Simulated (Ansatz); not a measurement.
# PbSe (Clausthalite): the dielectric response by several routes, part 2 of 2

Wanted: ε∞ of PbSe (Clausthalite) from perturbation theory, a sum over states and the RPA step of G0W0, with cost.

Ansatz 0.2.0; linear response on PBE, plane waves, PAW. Known limits of the many-body steps: not at the basis limit; model gap, bands may invert with spin-orbit coupling; screening runs away on this mesh; no spin-orbit coupling; coarse k mesh.

So far. Step 2 (Response to a homogeneous field): One over ε∞ averages 0.05, well under the quarter of exact exchange in PBE0, which by this rule of thumb may open the gap too far. Step 3 (Independent-particle spectrum): The sum gives ε∞ = 22.88 without local fields.

## 3. Independent-particle spectrum (continued)

Level of this step: independent-particle optics on PBE, plane waves, PAW; PAW set soft_1 (Ansatz).

The loss function, xx=yy=zz has structure finer than the step of the table below, so its rows give means over 2 eV, whole bins alone (the curve runs from 0 to 25 eV). Peaks (eV: height): 15.1: 2.87, 21.5: 1.53.

Independent particles, no local fields, Gaussian width 0.2 eV. Table of loss function, xx=yy=zz by photon energy; means over each step:

```
photon energy (eV)  loss function, xx=yy=zz
                 2                   0.0152
                 4                   0.0605
                 6                    0.260
                 8                    0.281
                10                    0.400
                12                    0.625
                14                     1.69
                16                     1.87
                18                    0.767
                20                    0.985
                22                     1.05
                24                    0.451
```

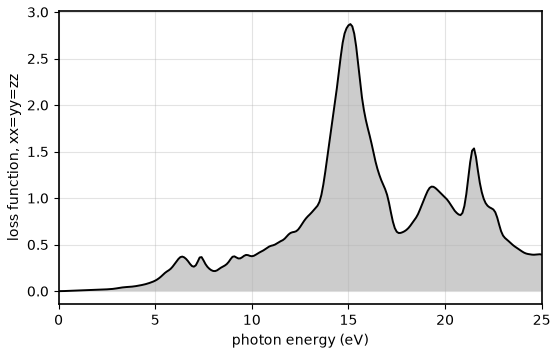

Loss function, xx=yy=zz, plotted against photon energy.

Independent particles, no local fields, Gaussian width 0.2 eV. ε₁, xx=yy=zz against photon energy:

```csv
photon energy (eV),"ε₁, xx=yy=zz"
0,22.8
1,26.5
2,33.5
3,-14.3
4,-9.20
5,-4.31
6,-1.53
7,-0.716
8,-0.952
9,-1.03
10,-1.06
11,-0.887
12,-0.717
13,-0.566
14,-0.284
15,0.0308
16,0.282
17,0.452
18,0.717
19,0.460
20,0.495
21,0.538
22,0.458
23,0.558
24,0.661
25,0.721
```

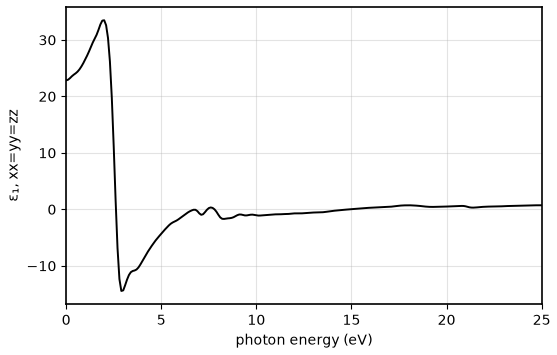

ε₁, xx=yy=zz against photon energy.

## 4. RPA screening from the G0W0 run

Now the one-shot GW correction: screening in the RPA, then the self-energy of the levels asked for. This step takes PAW set soft_1 files.

This step: G0W0 on PBE, plane waves, PAW; PAW set soft_1.

input.yaml

```yaml
crystal:
  lattice:
    - [0.0, 3.06065, 3.06065]
    - [3.06065, 0.0, 3.06065]
    - [3.06065, 3.06065, 0.0]
  atoms:
    - { symbol: Pb, position: [0.0, 0.0, 0.0] }
    - { symbol: Se, position: [0.5, 0.5, 0.5] }
kpoints:
  mp_grid: { grid: [4, 4, 4] }
hamiltonian:
  xc: pbe
  pseudopotentials: { kind: paw, azcp: { folder: soft_1 } }
scf:
  occupations: { method: fixed }
gw:
  n_empty_bands: 368
  ecut_chi: 200.0
  qp_bands: [v2, c2]
  qp_kpoints: band_edges
  screening: { model: contour_deformation }
```

Command:

```
ansatz run input.yaml --threads 3 --pin off --max-ram 92160MiB --backend cuda --events-out ev --progress --plain --runs-dir out --devices 1 --max-vram 13GiB
```

Numbers of over 12 decimals in the logs are rounded to 6 here.

Log:

```text
GPUs: using 1 of 1 available (devices: 1).
[...]
GPU FFT provider: cuFFT
GPU libraries: cuBLAS 13.8.2, cuFFT 12.4.0, cuSOLVER 12.3.4
Crystal: 2 atoms, lattice volume = 57.342 Å³
Basis set: ecut = 420 eV, 1139 PW (Γ)
Bands: 19, of which v1, the nominal top of the filled ones, is band 15 counted from 1 (14 counted from 0)
Symmetry: 48 space group operations
[...]
k-points: 8 of 64
[...]
5    17     11.1384    -9.0292    -3.8047   -12.6959  0.7258    11.0023    11.0005  root
     7    14      4.7249   -15.6342     3.1349   -12.0609  0.6393     4.2533     4.2864  root ?
     7    15      8.1583   -17.3082     1.3912   -15.4367  0.7099     7.6244     7.6779  root ?
     7    16     10.8488    -8.6563    -3.8823   -12.4022  0.7309    10.7140    10.7124  root
     7    17     13.9029    -8.2665    -4.8196   -12.9111  0.6927    13.7313    13.7280  root
[key lines of the parts left out:]
SCF converged after 7 iterations
Free energy (F): -17379.022192 eV
Fermi energy:    8.952970 eV
```

Wall time 18 s (1 × NVIDIA H100 80GB HBM3 (shared by 6 runs) with 3 threads of AMD EPYC 7R13 (Zen 3), shared host); peak memory 1.3 GiB; 23 s of CPU time.

Numbers from this step:

| Item | Value |
| --- | --- |
| bands summed | 383 |
| RPA ε∞ on this mesh (eigenvalues) | 108.1, 108.1, 108.1 |
| plane waves in the screening matrix | 339 |
| G0W0 gap on the mesh | 0.5340 eV |
| k of the valence top | 0, 0, -0.5 |
| k of the conduction bottom | 0, 0, -0.5 |
| starting gap on the mesh | 0.2946 eV |
| least direct G0W0 gap on the computed points | 0.5340 eV |

The gap on the mesh goes from 0.29 eV to 0.53 eV, a correction of +0.24 eV. The program marks an edge row as in doubt. Between the two edge states, bare exchange in place of the xc potential would open the gap by 4.38 eV, and correlation takes back 4.14 eV.

Mean over the mesh in bins of 0.25 1/Å. Table of static inverse dielectric function, diagonal by length of q+G:

```
length of q+G (Å⁻¹)  static inverse dielectric function, diagonal
               0.47                                         0.142
               1.06                                         0.330
               1.54                                         0.490
               2.01                                         0.619
               2.54                                         0.733
               3.01                                         0.806
               3.50                                         0.865
               4.22                                         0.924
               4.77                                         0.949
               5.25                                         0.963
               5.76                                         0.974
               6.26                                         0.982
               6.75                                         0.987
               7.17                                         0.991
```

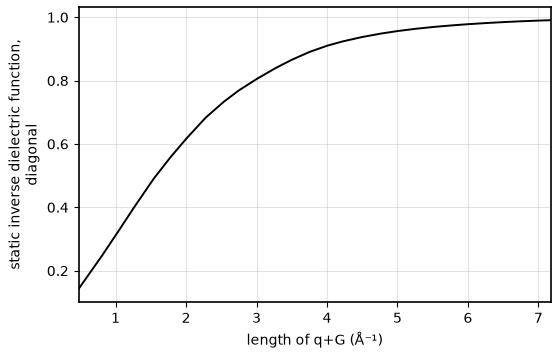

Static inverse dielectric function, diagonal, plotted against length of q+G.

## 5. The values together

Times are wall times on 1 × NVIDIA H100 80GB HBM3 (shared by 6 runs) with 3 threads of AMD EPYC 7R13 (Zen 3), shared host, good to a factor of about two.

```csv
method,mesh,"ε∞, low",middle,high,mean,time
perturbation theory (local fields and xc kernel),6×6×6 (response on 1000 points),22.09,22.09,22.09,22.09,34 s
sum over states (no local fields),6×6×6,22.88,22.88,22.88,22.88,15 s
"RPA with local fields, on the GW mesh",4×4×4,108.11,108.11,108.11,108.11,18 s
```

## 6. Results

```yaml
perturbation_theory_local_fields_and_xc_kernel: 22.09, 22.09, 22.09
sum_over_states_no_local_fields: 22.88, 22.88, 22.88
rpa_with_local_fields_on_the_gw_mesh: 108.11, 108.11, 108.11
```

**Reading.** Mean Born effective charge: Pb1 4.83, Se2 -4.83 e. The ε₂, xx=yy=zz has its highest peak at 2.5 eV. The most distinct maxima of the loss function, xx=yy=zz lie at 15.1 and 21.5 eV, the highest at 15.1 eV. The sum without local fields gives 22.88 in the mean against 22.09 by perturbation theory; local fields lower ε∞ and the xc kernel gives part of it back, though the sum also carries the error of its own mesh. The RPA values on the 4×4×4 mesh average 4.89 times those of perturbation theory (means 108.11 and 22.09). Without the xc kernel RPA should lie a little lower; it lies higher here. Perturbation theory sums its response on a denser mesh of its own, so the coarser sum of the GW run is the likely cause. Ions are clamped, so the lattice part of the static constant is not in these numbers.

[Paths, hosts, dates, memory and timing lines, banners, echoed tables and standing remarks are left out of the program output.]

[Logs are printed without paths, hosts, clocks, repeated set-up lines and the standing remarks that a program may print on its own settings, such as how far it seeks lower states.]

[Runs of the session that timed out or met a known fault of the program may be left out.]

[Cells called generated may have been cut or substituted from an entry of the Crystallography Open Database or the Materials Project.]

[Hosts, paths, dates, database ids (printed as entryN), source tags and the programs' standing remarks are cut or masked in the printed files.]
